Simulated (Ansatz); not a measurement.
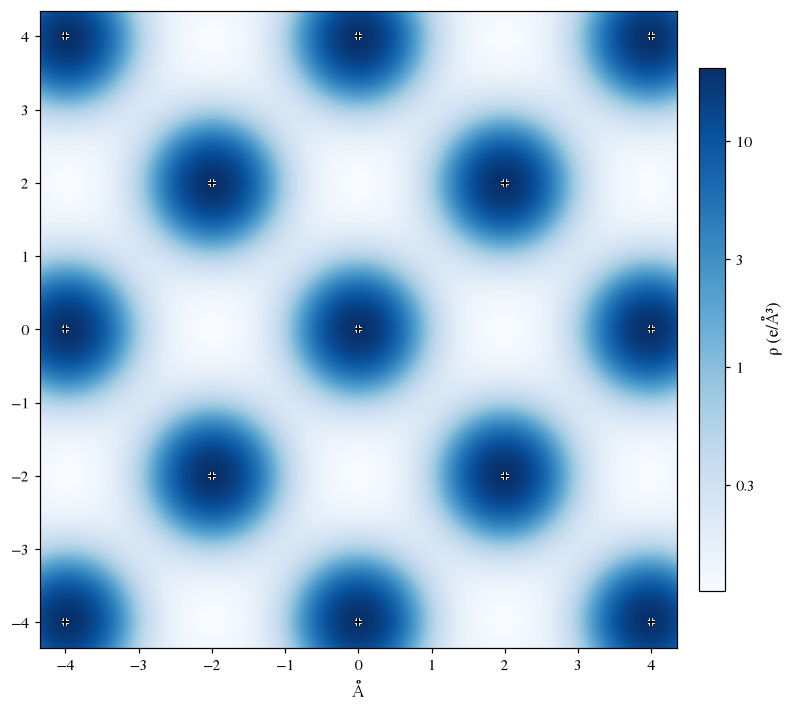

The valence electron density on a plane through atoms (crosses mark nuclei in the plane).

All numbers below come from DFT PBEsol, scalar-relativistic, plane waves, PAW in Ansatz.

Candidates:
A. MgO, a = 3.09 Å, b = 3.09 Å, c = 4.12 Å, α = 90.00°, β = 90.00°, γ = 90.00°. Space group I4/mmm; changed on purpose from its base cell (band edges of the strained film's bulk); computed pressure about −7 GPa in this cell.
B. Ag, a = 4.00 Å, b = 4.00 Å, c = 2.86 Å, α = 90.00°, β = 133.94°, γ = 90.00°. Space group C2/m; a structure from a database of computed crystals, not necessarily the ambient phase; changed on purpose from its base cell (band edges of the strained film's bulk).

Question: Which candidate gave the map?

Answer: Candidate B: Ag on the (001) plane of the conventional cell, which holds Ag. Ag–Ag (2.83 Å): ρ at the midpoint is about 0.24 e/Å³.
